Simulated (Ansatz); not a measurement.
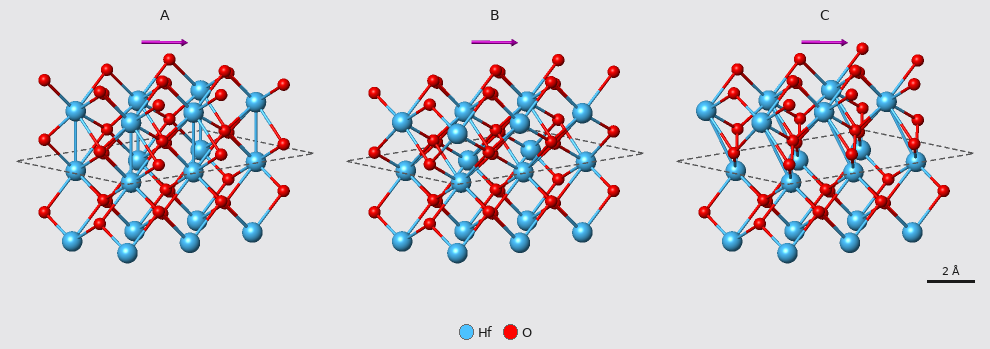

Energy scan for crystalline HfO₂ (P4_2/nmc), in which the crystal above a cut along the (0 0 1) plane of the conventional cell (between a plane of Hf below and one of O above, 1.02 Å apart) is slid rigidly by fractions of an in-plane lattice vector 5.06 Å long (a generalised stacking fault). One cut stands in each cell, which starts 10.4 Å high; nothing is relaxed, and the dashed outline marks the cut, the arrow on top the direction of slip. The picture is a ball-and-stick view of the layers on both sides of the cut, seen from the side, nearly along the cut plane.

Method: DFT r2SCAN, scalar-relativistic, plane waves, PAW in Ansatz. Set-up: plane-wave cutoff 500 eV; k-point mesh 6 × 6 × 3; occupations gaussian; smearing width 0.05 eV; no spin polarisation. Energies (free energies at the smearing named) are counted from the relaxed crystal.

Rank the frames from lowest to highest energy.

Answer. Lowest first: B (the slip 0.00, 0 mJ/m²), C (the slip 0.25, 5000 mJ/m²), A (the slip 0.50, 5825 mJ/m²). Over the whole scan: the curve starts and ends at zero, since a full lattice vector restores the crystal. Its highest computed point is 5825 mJ/m² at slip 0.50. The points are too sparse to place its extrema closely. Relaxation across the fault would lower the values.
